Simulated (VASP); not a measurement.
**Ge3Si: a changed input and its effect**

System: Ge3Si (4 atoms in the cell).
Method of run A: DFT, LDA, plane waves, PAW (VASP 6.6.1).

The structure was built on a prototype by a generator. The geometry comes from this level: r2SCAN. 

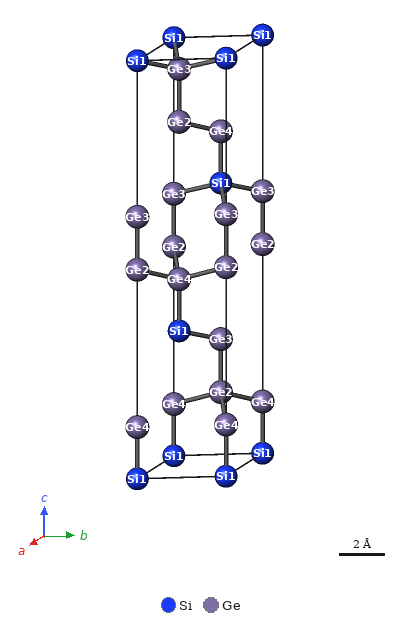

Fig. 1: The input geometry (ball-and-stick view of the cell 3 times as large as that of the calculation, set on its symmetry axes, seen at an oblique angle; atoms are numbered from 1 in the order of the input). Near neighbours in the crystal (not all of them lie inside the picture): Si has 4 Ge at 2.40 to 2.42 Å; Ge has 4 Ge at 2.44 to 2.46 Å; Ge has 1 Ge at 2.46 Å and 3 Si at 2.42 Å; Ge has 3 Ge at 2.44 Å and 1 Si at 2.40 Å.

**INCAR, run A**
```
ENCUT = 520.000000
SIGMA = 0.010000
EDIFF = 1.00e-07
GGA = CA
PREC = Accurate
IBRION = -1
ISIF = 2
ISMEAR = 0
NBANDS = 31
NELM = 120
NSW = 0
LASPH = .TRUE.
LCHARG = .TRUE.
LELF = .TRUE.
LWAVE = .FALSE.
LREAL = .FALSE.
```

**KPOINTS, run A**
```
KPOINTS created by Atomic Simulation Environment
0
Gamma
8 8 8
0 0 0
```

**KPOINTS_OPT, run A**
```
special points
9
Reciprocal
0.0000000000 0.0000000000 0.0000000000 1
0.5000000000 0.0000000000 0.0000000000 1
0.5000000000 0.1875784431 -0.1875784431 1
0.8124215569 0.5000000000 0.1875784431 1
0.5000000000 0.5000000000 0.5000000000 1
0.3437892215 0.0000000000 -0.3437892215 1
0.6562107785 0.3437892215 0.0000000000 1
0.5000000000 0.5000000000 0.0000000000 1
0.6562107785 0.6562107785 0.1875784431 1
```

**POSCAR, run A**
```
Si Ge
 1.0000000000000000
     1.9838896612576002    1.1453992299860372    6.4671925873889551
    -1.9838896612576002    1.1453992299860372    6.4671925873889551
     0.0000000000000000   -2.2907984599227347    6.4671925873976939
 Si  Ge
   1   3
Cartesian
  1.9838896612576002  1.1453992299860414  6.4688541808774973
  0.0000000000000000  0.0000000000246724  9.7016854229204643
 -0.0000000000000000  0.0000000000184238  7.2446827189666720
  0.0000000000000000  0.0000000000432440 17.0047313503717845
```

Launched with:
```bash
mpirun -np 1 vasp_std
```

Hardware: 1 CPU thread, shared host.

**OSZICAR and lines of OUTCAR (run A)**
```
N       E                     dE             d eps       ncg     rms          rms(c)
DAV:   1     0.401082410197E+03    0.40108E+03   -0.22682E+04  4700   0.364E+03
DAV:   2     0.488234217378E+02   -0.35226E+03   -0.33625E+03  4038   0.808E+02
DAV:   3    -0.182759342338E+02   -0.67099E+02   -0.66107E+02  4731   0.191E+02
DAV:   4    -0.217959358265E+02   -0.35200E+01   -0.35156E+01  4690   0.505E+01
DAV:   5    -0.218741176701E+02   -0.78182E-01   -0.78176E-01  4726   0.850E+00    0.523E+00
DAV:   6    -0.216175335120E+02    0.25658E+00   -0.10503E-01  5604   0.409E+00    0.303E+00
DAV:   7    -0.214905137122E+02    0.12702E+00   -0.19876E-01  4415   0.321E+00    0.221E-01
[...]
DAV:   1     0.358633515184E+04   -0.12568E+05      645
DAV:   2     0.449374415093E+03   -0.31370E+04      558
DAV:   3    -0.150322388080E+03   -0.59970E+03      628
DAV:   4    -0.182617824254E+03   -0.32295E+02      670
DAV:   5    -0.183362348822E+03   -0.74452E+00      621
DAV:   6    -0.183387658027E+03   -0.25309E-01      695
DAV:   7    -0.183388925719E+03   -0.12677E-02      699
DAV:   8    -0.183388984309E+03   -0.58590E-04      766
DAV:   9    -0.183388985872E+03   -0.15638E-05      556
DAV:  10    -0.183388985919E+03   -0.46255E-07      456
[... from OUTCAR:]
   NELECT =      46.0000    total number of electrons
 E-fermi :   5.0452
  free  energy   TOTEN  =       -21.4921164862 eV
  energy  without entropy=      -21.4921164862  energy(sigma->0) =      -21.49211649
```

For run B the input was changed thus:
```diff
-SIGMA = 0.010000
+SIGMA = 0.020000
-GGA = CA
+GGA = PE
-ISMEAR = 0
+ISMEAR = -1
```

How does run B compare with run A?

The total energies belong to different methods, so their difference says nothing on which is more stable or more accurate. The gap on the mesh goes from 0.27 to 0.39 eV. The pressure goes from −1.91 to 2.58 GPa. The largest force goes from 0.004 to 0.065 eV/Å. The functional changes from LDA to PBE. The SCF takes 15 iterations against 14.

**OSZICAR and lines of OUTCAR (run B)**
```
N       E                     dE             d eps       ncg     rms          rms(c)
DAV:   1     0.401054940781E+03    0.40105E+03   -0.22594E+04  4710   0.370E+03
DAV:   2     0.513918900475E+02   -0.34966E+03   -0.33357E+03  4038   0.813E+02
DAV:   3    -0.155044475678E+02   -0.66896E+02   -0.65897E+02  4723   0.192E+02
DAV:   4    -0.190093251300E+02   -0.35049E+01   -0.35000E+01  4682   0.506E+01
DAV:   5    -0.190879374496E+02   -0.78612E-01   -0.78607E-01  4732   0.864E+00    0.510E+00
DAV:   6    -0.189443049027E+02    0.14363E+00   -0.73055E-02  5742   0.436E+00    0.304E+00
DAV:   7    -0.188735853963E+02    0.70720E-01   -0.14017E-01  4366   0.296E+00    0.220E-01
[...]
DAV:   2    -0.325216935779E+02   -0.34900E+04      620
DAV:   3    -0.700205047201E+03   -0.66768E+03      718
DAV:   4    -0.735786376968E+03   -0.35581E+02      732
DAV:   5    -0.736576395539E+03   -0.79002E+00      711
DAV:   6    -0.736602758478E+03   -0.26363E-01      771
DAV:   7    -0.736604045717E+03   -0.12872E-02      782
DAV:   8    -0.736604099918E+03   -0.54201E-04      827
DAV:   9    -0.736604102034E+03   -0.21165E-05      593
DAV:  10    -0.736604102137E+03   -0.10291E-06      539
DAV:  11    -0.736604102149E+03   -0.11843E-07      457
[... from OUTCAR:]
   NELECT =      46.0000    total number of electrons
 E-fermi :   5.3604
  free  energy   TOTEN  =       -18.8773653641 eV
  energy  without entropy=      -18.8773650523  energy(sigma->0) =      -18.87736521
```

**The two runs side by side**

| quantity | run A | run B |
| --- | --- | --- |
| outcome | converged | converged |
| free energy per atom (eV) | −5.3730 | −4.7193 |
| gap on the mesh (eV) | 0.27 | 0.39 |
| pressure (GPa) | −1.91 | 2.58 |
| largest force (eV/Å) | 0.004 | 0.065 |
| SCF iterations | 14 | 15 |
| irreducible k-points | 65 | 65 |
